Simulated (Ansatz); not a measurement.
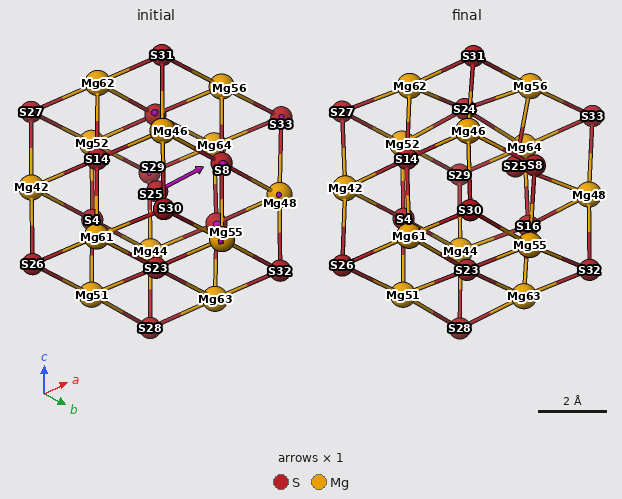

The structure of a defect cell of composition S33Mg31 (cell charge −2) before (left) and after (right) a relaxation, at one scale. The purple arrows give the displacements, at their true length.

The picture is a ball-and-stick view of the atoms within 5.0 Å of the atom that moves most (axes of the cell of the calculation (origin shifted)), seen from a free direction.

The calculation used Ansatz, DFT, PBEsol, PAW, plane waves. Settings: plane-wave cutoff 420 eV; k-point mesh 1 × 1 × 1; mesh shifted by (0.25, 0.25, 0.25); no spin polarisation; atoms relaxed in a fixed cell; force threshold 0.03 eV/Å; at most 80 steps.

Q: Describe what moved and what it gained.

A: Over 21 geometry steps the energy falls by 3.887 eV per cell of the calculation. The largest force component goes from 1.5 to 0.022 eV/Å. S25 moves most: 1.63 Å along [3 1 1]. Largest moves by element: S 1.63 Å, Mg 0.28 Å. The cell doesn't change. Some distances before and after: S4–S25 2.577 → 4.121 Å, S25–Mg56 3.642 → 2.424 Å, S25–Mg48 3.613 → 2.432 Å, S23–S25 2.569 → 3.480 Å. New bonds form, among them: S25–Mg48 (3.61 → 2.43 Å), S25–Mg56 (3.64 → 2.42 Å), S8–S25 (2.57 → 2.04 Å). Cost: 15 s on 1 × NVIDIA GB200 with 8 threads of Arm Neoverse-V2, peak memory 1.8 GiB.

Limits of the set-up: the cell is charged, on a uniform background, and energies carry no finite-size correction.
